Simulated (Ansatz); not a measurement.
CoPdO$_{2}$: geometry relaxation (part 2 of 2)

CoPdO$_{2}$ (4 atoms in the cell); DFT PBE, scalar-relativistic, plane waves, PAW, no spin polarisation (Ansatz 0.2.0); cutoff 420 eV, 18×18×18 k-mesh, Gaussian smearing of 0.1 eV. The structure derives from an entry of the Crystallography Open Database.

## Output, continued
```
relax step   6: F+E_penalty+E_count = -13232.30132421 eV  Δ(F+E_penalty+E_count) = +8.241e-5 eV  max|allowed force component| = 5.710e-5 eV/Å  Δτ_max = 0.0001 Å  P = +0.002 GPa  Ω = 42.179 Å³  energy of the carried Pulay correction = -9.039e-5 eV  (6 SCF iters, dr2 threshold 3.43e-8 eV, accepted)
iter 1 solved again at ethr=6.75e-8 eV; its pass at ethr=3.10e-3 eV (dr2=3.17e-5 eV) is discarded
SCF iter   1: F=—  HF=-13232.301524 eV  |F-HF|=—  |Δ(HF+E_count)|=         —  Δρ=1.17e-5  dr2=2.10e-8  ethr=6.75e-8  ⟨swp⟩=3.3  Hψ=106535  notcnv=0
SCF iter   2: F=—  HF=-13232.301410 eV  |F-HF|=—  |Δ(HF+E_count)|=   1.14e-4  Δρ=5.11e-6  dr2=3.75e-9  ethr=4.47e-11  ⟨swp⟩=3.0  Hψ=37461  notcnv=0
SCF iter   3: F=—  HF=-13232.301410 eV  |F-HF|=—  |Δ(HF+E_count)|=  5.09e-10  Δρ=3.24e-6  dr2=1.45e-9  ethr=7.97e-12  ⟨swp⟩=1.0  Hψ=16821  notcnv=0
SCF iter   4: F=—  HF=-13232.301410 eV  |F-HF|=—  |Δ(HF+E_count)|=  5.55e-10  Δρ=6.21e-7  dr2=3.73e-10  ethr=3.08e-12  ⟨swp⟩=2.0  Hψ=26477  notcnv=0
SCF iter   5: F=—  HF=-13232.301410 eV  |F-HF|=—  |Δ(HF+E_count)|=  2.00e-11  Δρ=3.61e-7  dr2=1.36e-10  ethr=1.00e-12  ⟨swp⟩=1.0  Hψ=16820  notcnv=0
iter 6 did not close the SCF: its close was put off for the readings that it lacked (scf_convergence_deferred on its scf_iter line)
SCF iter   6: F=-13232.301410 eV  HF=-13232.301410 eV  |F-HF|=3.64e-12  |Δ(HF+E_count)|=  1.09e-11  Δρ=1.18e-7  dr2=7.42e-12  ethr=1.00e-12  ⟨swp⟩=1.0  Hψ=16820  notcnv=0
SCF iter   7: F=-13232.301410 eV  HF=-13232.301410 eV  |F-HF|=0.00e0  |Δ(HF+E_count)|=  1.82e-12  Δρ=9.23e-8  dr2=2.46e-12  ethr=1.00e-12  ⟨swp⟩=2.2  Hψ=49714  notcnv=0
SCF 7 converged in 7 iterations: F = -13232.301410 eV  dr2 = 2.46e-12
relax step   7: F+E_penalty+E_count = -13232.30140987 eV  Δ(F+E_penalty+E_count) = -8.566e-5 eV  max|allowed force component| = 4.671e-5 eV/Å  Δτ_max = 0.0000 Å  P = +0.004 GPa  Ω = 42.179 Å³  stress off target by 5.80e-3 GPa  SCF on the basis re-selected at this cell (its energy is not comparable with the rows above)  (7 SCF iters)
```

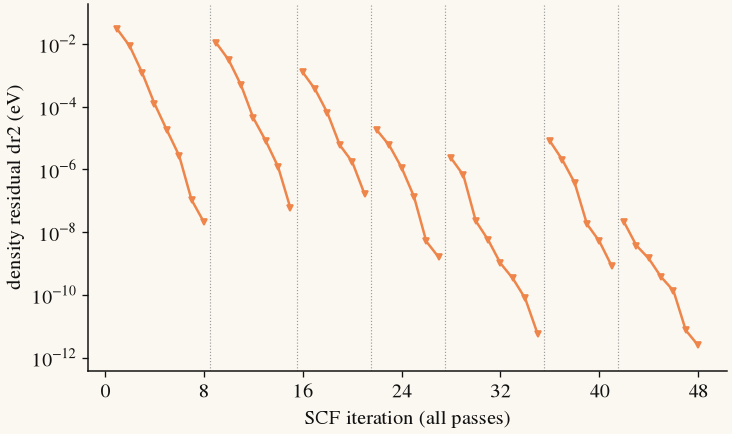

Convergence of the self-consistent field: density residual dr2 against the SCF iteration. The dotted lines part the SCF passes of the relaxation: geometry steps, rejected trials and re-solves on a re-selected basis. The 7 passes take 6 to 8 iterations each, 48 in all.

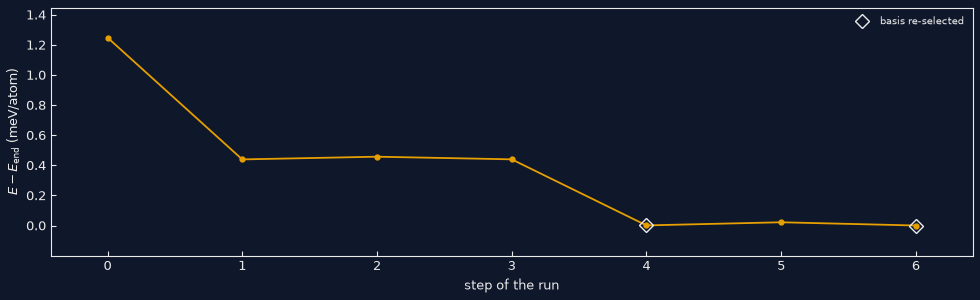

Progress of the relaxation, step by step (the first geometry is step 0 here and step 1 in the log).

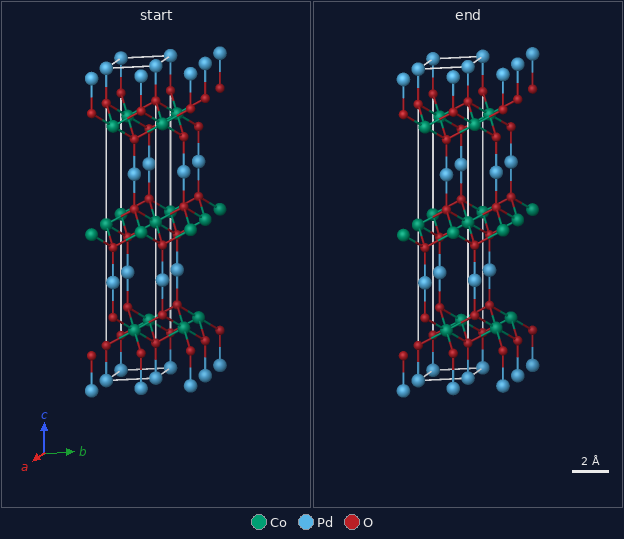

Before (left) and after (right) the relaxation, at one scale (ball-and-stick view of the cell 3 times as large as that of the calculation, set on its symmetry axes, repeated 2 × 2 × 1, seen slightly off an axis). Over 4 geometry steps the energy falls by 1.2 meV per atom. The largest force component goes from 0.2 to under 0.0001 eV/Å. Pressure: 1.39 GPa at the start and 0.00 GPa at the end. 1 further SCF at an unchanged geometry re-selected the plane-wave basis for the new cell. The largest moves relative to the cell, 0.012 Å, are those of O3 and O4. Pd and Co stay in place. The drawn cell changes as follows: a = b 2.845 → 2.862 Å (+0.6 %), c 17.880 → 17.837 Å (−0.2 %); the volume changes by +1.0 %. Among the contacts that change: Pd2–O3 2.005 → 2.013 Å. The space group stays R-3m (No. 166). The energy change given includes the shifts at the re-selections in mid-walk, which come without any move. A last SCF at the same geometry on a re-selected plane-wave basis shifts the energy by next to nothing (0.0 meV per atom). (Atoms are counted from 1 in the order of the input.)

```
basis re-selected at this cell: Δ(F+E_penalty+E_count) = -8.566e-5 eV, ΔP = +0.001 GPa vs the last step (what re-selecting the basis moved, of the pressure what is left beyond the Pulay correction that the steps carried, after the strain that the cell walked since its last selection, with what the two solves' SCF thresholds leave and, on support functions, any second-order correction that the steps lacked; it is no measure of the basis error at this ecutwfc). This SCF's stress stands 5.80e-3 GPa from its target on what of the cell is left free (relax.cell.stress_tol is 5.00e-2 GPa) and its largest allowed force component is 4.67e-5 eV/Å (relax.f_tol is 5.00e-3 eV/Å): within both
SCF converged after 7 iterations
Free energy (F): -13232.301410 eV
Harris-Foulkes:  -13232.301410 eV  (|F-HF|=0.00e0)
Internal energy: -13232.297173 eV  (E = F + TS)
E sigma→0 (E₀):  -13232.299291 eV
Entropy (-TS):   -0.004237 eV (-1.059 meV/atom)
Fermi energy:    14.296417 eV
--- Per-component energies (eV) ---
  E_band       = -512.080105
  E_kinetic    = 1311.744517
  E_local      = -6090.999127  (includes V_loc(G=0)·N_el)
  E_nonlocal   = 768.277450
  E_hartree    = 2491.604404
  E_xc         = -472.681560
  E_vxc        = -601.849026  (∫ρ·V_xc dr)
  E_paw        = -5578.174131  (= ΣΔE_a)
  E_vpaw       = -882.467702  (= ΣTr[D̂ρ^β])
  E_aug_tail   = 0.004945  (compensation charges beyond the density's cutoff)
  E_ewald      = -5662.073671
  E_smearing   = -0.004237  (= −TS)
  E_closure    = -0.000000  (closes the sum)
  Σ components = -13232.301410   (vs F -13232.301410, Δ=0.00e0)
--- Forces (eV/Å), atoms counted from 1 ---
  atom   1  Co    -0.00000000     0.00000000     0.00000000
  atom   2  Pd     0.00000000     0.00000000    -0.00000000
  atom   3  O      0.00000000    -0.00000000     0.00004671
  atom   4  O      0.00000000     0.00000000    -0.00004671
  max |Σ_I F_I| component: 1.36e-20 eV/Å
--- Stress (GPa, compression-positive) ---
        0.005797       0.000000      -0.000000
        0.000000       0.005797      -0.000000
       -0.000000      -0.000000       0.000017
  P = ⅓ Tr σ = 0.0039 GPa (0.039 kbar)
--- Band table (eV; the first three rows and the last of 580) ---
  k-point 0: bands = ["-81.1209", "-70.0781", "-44.4127", "-44.4127", "-44.3354", "-36.1769", "-35.5119", "-35.5119", "-6.5463", "-4.6607", "5.9196", "8.2905", "8.2905", "9.4022", "10.4881", "11.5315", "11.5315", "11.8477", "11.8477", "12.6592", "12.6592", "12.9091", "12.9091", "13.3833", "16.3995", "16.3995", "17.1528", "20.6892", "23.5374"]
  k-point 1: bands = ["-81.1207", "-70.0775", "-44.4147", "-44.4132", "-44.3351", "-36.1762", "-35.5180", "-35.5134", "-6.5112", "-4.6590", "5.9589", "8.2006", "8.3092", "9.4635", "10.5748", "11.3267", "11.4087", "11.8245", "11.9110", "12.6393", "12.6697", "12.9363", "12.9924", "13.3938", "16.3178", "16.3723", "17.2082", "20.8467", "23.6224"]
  k-point 2: bands = ["-81.1202", "-70.0757", "-44.4204", "-44.4145", "-44.3342", "-36.1741", "-35.5356", "-35.5178", "-6.4086", "-4.6547", "6.0728", "7.9846", "8.3633", "9.6096", "10.7146", "10.9362", "11.1403", "11.7521", "12.0744", "12.5059", "12.6710", "13.0201", "13.1959", "13.4286", "16.1088", "16.2976", "17.3528", "21.2748", "23.8710"]
  k-point 579: bands = ["-81.1208", "-70.0781", "-44.4127", "-44.4127", "-44.3354", "-36.1769", "-35.5119", "-35.5119", "-6.3949", "-4.9046", "7.0831", "8.3909", "8.3909", "8.6690", "9.4383", "10.9328", "10.9328", "11.8571", "11.8571", "12.7755", "12.7755", "13.5492", "13.5492", "13.8347", "16.1176", "16.1176", "18.3520", "19.5290", "23.5529"]
--- Relaxed structure (5 steps of the walk, 5 accepted, 2 SCFs on fresh bases) ---
  F+E_penalty+E_count = -13232.30140987 eV   max|allowed force component| = 4.671e-5 eV/Å   (the final SCF, on the basis selected at the relaxed cell)
  cell:  # Å, volume = 42.1792 Å³
    - [1.4310570739141533, 0.8262211868500547, 5.945572680942302]
    - [-1.4310570739141533, 0.8262211868500547, 5.945572680942302]
    - [-8.751860305651834e-34, -1.6524423737001095, 5.945572680942302]
  atoms:
    - { symbol: Co, position: [0.5, 0.5, 0.5] }
    - { symbol: Pd, position: [-1.7351916065356478e-35, 4.117629001345731e-35, -4.6713642023172853e-35] }
    - { symbol: O, position: [0.11283978955002803, 0.11283978955002803, 0.11283978955002803] }
    - { symbol: O, position: [0.8871602104499721, 0.8871602104499721, 0.8871602104499721] }
```

## Trajectory as extended XYZ (Å, eV, eV/Å), 7 frames, from step=1 to step=7
```
4
Lattice="1.4225 0.8213 5.9600 -1.4225 0.8213 5.9600 0.0000 -1.6426 5.9600" Properties=species:S:1:pos:R:3:forces:R:3 step=1 energy=-13232.29642 pressure_GPa=1.39
Co    0.0000    0.0000    8.9400    0.0000   0.0000   0.0000
Pd    0.0000    0.0000    0.0000    0.0000   0.0000   0.0000
O     0.0000    0.0000    2.0052    0.0000   0.0000   0.2014
O     0.0000    0.0000   15.8748    0.0000   0.0000  -0.2014
4
Lattice="1.4292 0.8251 5.9487 -1.4292 0.8251 5.9487 0.0000 -1.6503 5.9487" Properties=species:S:1:pos:R:3:forces:R:3 step=2 energy=-13232.29965 pressure_GPa=0.23
Co    0.0000    0.0000    8.9230    0.0000   0.0000   0.0000
Pd    0.0000    0.0000    0.0000    0.0000   0.0000   0.0000
O     0.0000    0.0000    2.0101    0.0000   0.0000   0.0667
O     0.0000    0.0000   15.8359    0.0000   0.0000  -0.0667
4
Lattice="1.4309 0.8261 5.9461 -1.4309 0.8261 5.9461 0.0000 -1.6522 5.9461" Properties=species:S:1:pos:R:3:forces:R:3 step=3 energy=-13232.29958 pressure_GPa=-0.06
Co    0.0000    0.0000    8.9192    0.0000   0.0000   0.0000
Pd    0.0000    0.0000    0.0000    0.0000   0.0000   0.0000
O     0.0000    0.0000    2.0123    0.0000   0.0000   0.0132
O     0.0000    0.0000   15.8262    0.0000   0.0000  -0.0132
4
Lattice="1.4307 0.8260 5.9457 -1.4307 0.8260 5.9457 0.0000 -1.6520 5.9457" Properties=species:S:1:pos:R:3:forces:R:3 step=4 energy=-13232.29965 pressure_GPa=0.03
Co    0.0000    0.0000    8.9186    0.0000   0.0000   0.0000
Pd    0.0000    0.0000    0.0000    0.0000   0.0000   0.0000
O     0.0000    0.0000    2.0126    0.0000   0.0000  -0.0018
O     0.0000    0.0000   15.8246    0.0000   0.0000   0.0018
4
Lattice="1.4307 0.8260 5.9457 -1.4307 0.8260 5.9457 0.0000 -1.6520 5.9457" Properties=species:S:1:pos:R:3:forces:R:3 step=5 energy=-13232.30141 pressure_GPa=0.10
Co    0.0000    0.0000    8.9186    0.0000   0.0000   0.0000
Pd    0.0000    0.0000    0.0000    0.0000   0.0000   0.0000
O     0.0000    0.0000    2.0126    0.0000   0.0000  -0.0016
O     0.0000    0.0000   15.8246    0.0000   0.0000   0.0016
4
Lattice="1.4311 0.8262 5.9456 -1.4311 0.8262 5.9456 0.0000 -1.6524 5.9456" Properties=species:S:1:pos:R:3:forces:R:3 step=6 energy=-13232.30132 pressure_GPa=0.00
Co    0.0000    0.0000    8.9184    0.0000   0.0000   0.0000
Pd    0.0000    0.0000    0.0000    0.0000   0.0000   0.0000
O     0.0000    0.0000    2.0127    0.0000   0.0000   0.0001
O     0.0000    0.0000   15.8240    0.0000   0.0000  -0.0001
4
Lattice="1.4311 0.8262 5.9456 -1.4311 0.8262 5.9456 0.0000 -1.6524 5.9456" Properties=species:S:1:pos:R:3:forces:R:3 step=7 energy=-13232.30141 pressure_GPa=0.00
Co    0.0000    0.0000    8.9184    0.0000   0.0000   0.0000
Pd    0.0000    0.0000    0.0000    0.0000   0.0000   0.0000
O     0.0000    0.0000    2.0127    0.0000   0.0000   0.0000
O     0.0000    0.0000   15.8240    0.0000   0.0000   0.0000
```

The run was set up as follows.

## Input
```yaml
crystal:
  lattice:
    - [1.4224995077, 0.8212804737, 5.96]
    - [-1.4224995077, 0.8212804737, 5.96]
    - [0.0, -1.6425609474, 5.96]
  atoms:
    - { symbol: Co, position: [0.5, 0.5, 0.5] }
    - { symbol: Pd, position: [0.0, 0.0, 0.0] }
    - { symbol: O, position: [0.11215, 0.11215, 0.11215] }
    - { symbol: O, position: [0.88785, 0.88785, 0.88785] }
basis:
  ecutwfc: 420
kpoints:
  mp_grid: { grid: [18, 18, 18] }
hamiltonian:
  xc: pbe
scf:
  occupations: { method: gaussian, width: 0.1 }
output:
  forces: true
  stress: true
  eigenvalues: true
relax:
  adjacent_minimum: "off"
  f_tol: 0.005
  max_steps: 80
  cell: { stress_tol: 0.05 }
```

Run as:
```bash
ansatz run input.yaml --threads 1 --pin off --max-ram 2560MiB --backend cpu --events-out ev --progress --plain --runs-dir out
```

## Summary

- outcome: converged
- space group (tolerance 0.01 Å): R-3m (166)
- electrons treated: 47
- free energy: −13232.3014 eV
- Fermi energy: 14.296 eV
- gap on the k-point mesh: none (metallic)
- pressure: 0.00 GPa
- final volume: 42.18 Å³
- largest force (length of the vector) at the end: under 0.001 eV/Å
- final cell: a = 6.171 Å, b = 6.171 Å, c = 6.171 Å, α = 26.82°, β = 26.82°, γ = 26.82°
- hardware: 1 thread of AMD EPYC (Zen 3), 32 GiB of memory available, shared host
- wall time: 5.1 min
- peak memory: 0.83 GiB

## Notes

The run has no spin polarisation, so a magnetic state may lie lower.
